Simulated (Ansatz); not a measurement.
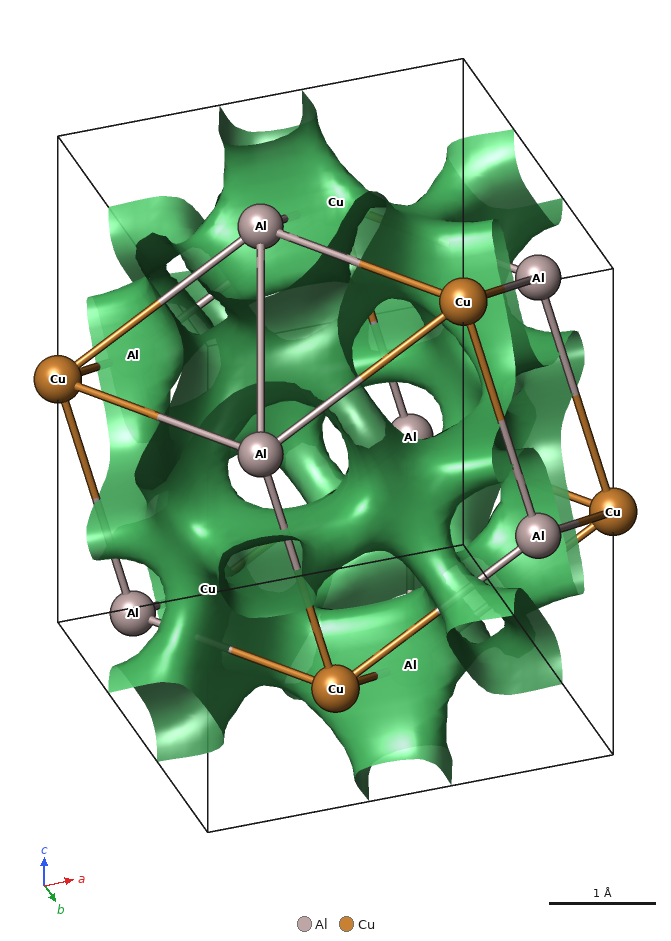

*Al2Cu. Isosurface of the ELF at 0.55 (green), seen at an oblique angle. Core shells and regions of very low density are left out. Sticks mark near contacts.*

Space group Immm; a point of a scan over the structure, not its minimum; a structure from a database of computed crystals, not necessarily the ambient phase; changed on purpose from its base cell (mode 9 frozen in at -0.090 Å, normal strain along z -0.0700); not relaxed (largest force 1.3 eV/Å); computed pressure about 10 GPa in this cell; computed without spin polarisation; PAW files of the earlier set (soft_1).

The calculation used DFT PBE, scalar-relativistic, plane waves, PAW in Ansatz.

```yaml
crystal:
  lattice:
    - [4.08920, 0.00000, 0.00000]
    - [0.00000, 4.08920, 0.00000]
    - [0.00000, 0.00000, 5.37801]
  atoms:
    - { symbol: Al, position: [0.00000, 0.50000, 0.23444] }
    - { symbol: Al, position: [0.50000, 0.00000, 0.73444] }
    - { symbol: Al, position: [0.50000, 0.00000, 0.26556] }
    - { symbol: Al, position: [0.00000, 0.50000, 0.76556] }
    - { symbol: Cu, position: [0.00000, 0.00000, 0.50000] }
    - { symbol: Cu, position: [0.50000, 0.50000, 0.00000] }
```

Question: What do the ELF domains correspond to?

Answer: At this value the surface marks out one network that runs through the whole crystal, counted in one cell of 6 atoms. Regions shared between cells count once.

Values along the shortest contacts:
Al–Cu (2.40 Å): the ELF peaks at about 0.70 between the atoms. Al–Al (2.52 Å): the ELF peaks at about 0.75 between the atoms.

Question: Does the calculation make it a metal, or give it a gap?

Answer: It is metallic or semimetallic at this level of theory: no gap opens.
